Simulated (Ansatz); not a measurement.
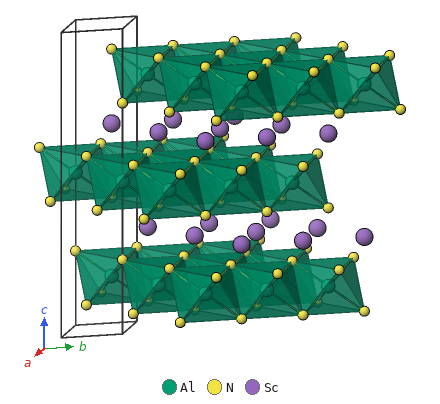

Polyhedra are drawn about Al (bonds: Al–N below 2.3 Å); other atoms are plain spheres.

ScAlN2 (space group R-3m, No. 166). Coordinates: the input geometry of an electronic-structure calculation (not necessarily at equilibrium); the starting structure was generated, so it need not be a known form of this composition.

Sharing among the drawn polyhedra:

```csv
site,polyhedron,corner-sharing neighbours,edge-sharing,face-sharing,bond (Å)
Al,AlN6 octahedron,0,6,0,2.09
```

They form layers of edge-sharing octahedra parallel to (001). Their corner atoms also have Sc as close neighbours (those links are not drawn).
